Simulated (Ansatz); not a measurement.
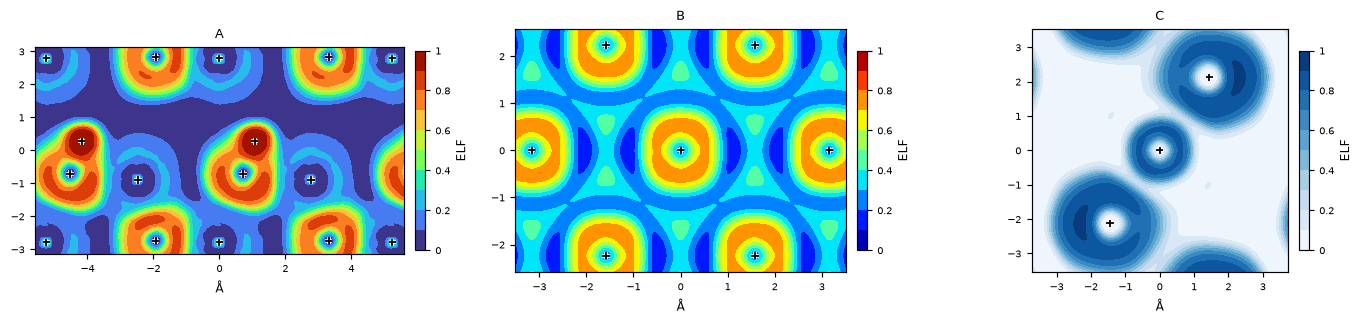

The electron localisation function of 3 systems, each on a plane through atoms (crosses mark nuclei in the plane).

Computed with Ansatz, DFT PBE, scalar-relativistic, plane waves, PAW.

System 1: ZrS$_{2}$, the (110) plane of the conventional cell. Space group P-3m1; a structure from a database of computed crystals, not necessarily the ambient phase.

```xyz
3
Lattice="3.6852 0.0000 0.0000 -1.8426 3.1915 0.0000 0.0000 0.0000 6.7579" Properties=species:S:1:pos:R:3 pbc="T T T"
Zr    0.0000    0.0000    0.0000
S     1.8426    1.0638    5.3096
S     0.0000    2.1277    1.4484
```

System 2: Mo, the (11̄0) plane of the conventional cell. Space group Im-3m; computed without spin polarisation.

```cif
data_structure
_symmetry_space_group_name_H-M 'P 1'
_symmetry_Int_Tables_number 1
_cell_length_a 3.1604
_cell_length_b 3.1604
_cell_length_c 3.1604
_cell_angle_alpha 90.000
_cell_angle_beta 90.000
_cell_angle_gamma 90.000
_cell_volume 31.57
loop_
_atom_site_label
_atom_site_type_symbol
_atom_site_fract_x
_atom_site_fract_y
_atom_site_fract_z
_atom_site_occupancy
Mo1 Mo 0.00000 0.00000 0.00000 1
Mo2 Mo 0.50000 0.50000 0.50000 1
```

System 3: Ga$_{6}$HN$_{6}$ (cell charge +1, with a compensating background) (cell with a defect), the (001) plane of the calculation cell. 

```cif
data_structure
_symmetry_space_group_name_H-M 'P 1'
_symmetry_Int_Tables_number 1
_cell_length_a 5.2432
_cell_length_b 5.5744
_cell_length_c 5.5744
_cell_angle_alpha 120.000
_cell_angle_beta 90.000
_cell_angle_gamma 90.000
_cell_volume 141.10
loop_
_atom_site_label
_atom_site_type_symbol
_atom_site_fract_x
_atom_site_fract_y
_atom_site_fract_z
_atom_site_occupancy
Ga1 Ga 0.49679 0.66858 0.64296 1
Ga2 Ga 0.50584 0.32902 0.00045 1
Ga3 Ga 0.49675 0.02605 0.35794 1
Ga4 Ga 0.00966 0.34158 0.33520 1
Ga5 Ga 0.00966 0.00679 0.66564 1
Ga6 Ga 0.03615 0.66718 0.00039 1
N1 N 0.12987 0.67339 0.66540 1
N2 N 0.13764 0.33766 0.00041 1
N3 N 0.12986 0.00840 0.33542 1
N4 N 0.63473 0.34099 0.32951 1
N5 N 0.63473 0.01195 0.67138 1
N6 N 0.64259 0.70119 0.00040 1
H1 H 0.70938 0.87744 0.00053 1
```

> Match each panel to its system.

Panel A is system 3, Ga$_{6}$HN$_{6}$: the plane holds Ga, N and H. N–H (1.04 Å): the ELF climbs to about 1 towards the hydrogen, as it does in any bond to H; an ordinary covalent bond to hydrogen. Panel B is system 2, Mo: the plane holds Mo. Mo–Mo (2.74 Å): the ELF is about 0.30 at the midpoint (no localised pair shows between them). Panel C is system 1, ZrS$_{2}$: the plane holds Zr and S. Zr–S (2.57 Å): the ELF peaks at about 0.85 in the valence shell of S, 0.8 Å from its nucleus, and is about 0.40 at the midpoint.
